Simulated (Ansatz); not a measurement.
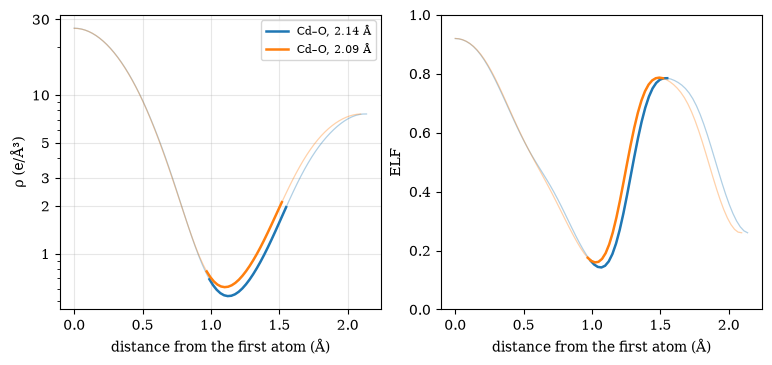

The picture shows: CdO$_{2}$. Valence electron density and electron localisation function along straight lines between neighbouring atoms. Thin, pale parts lie inside the atomic spheres.

Space group Pnnm; a structure from a database of computed crystals, not necessarily the ambient phase; started from the MgF2-58 prototype, which need not be the ambient phase.

Theory: DFT, r2SCAN+rVV10, plane waves, PAW (Ansatz 0.2.0).

Core electrons are frozen (PAW), and the valence fields are smoothed inside the atomic spheres.

What can be read from the curves?

Cd–O (2.14 Å): the density is about 0.56 e/Å³ at the midpoint; the ELF peaks at about 0.80 in the valence shell of O, 0.6 Å from its nucleus, and drops to about 0.15 between the two atoms: no localised pair shows between them.
Cd–O (2.09 Å): the density is about 0.64 e/Å³ at the midpoint; the ELF peaks at about 0.80 in the valence shell of O, 0.6 Å from its nucleus, and drops to about 0.15 between the two atoms; no localised pair shows between them.
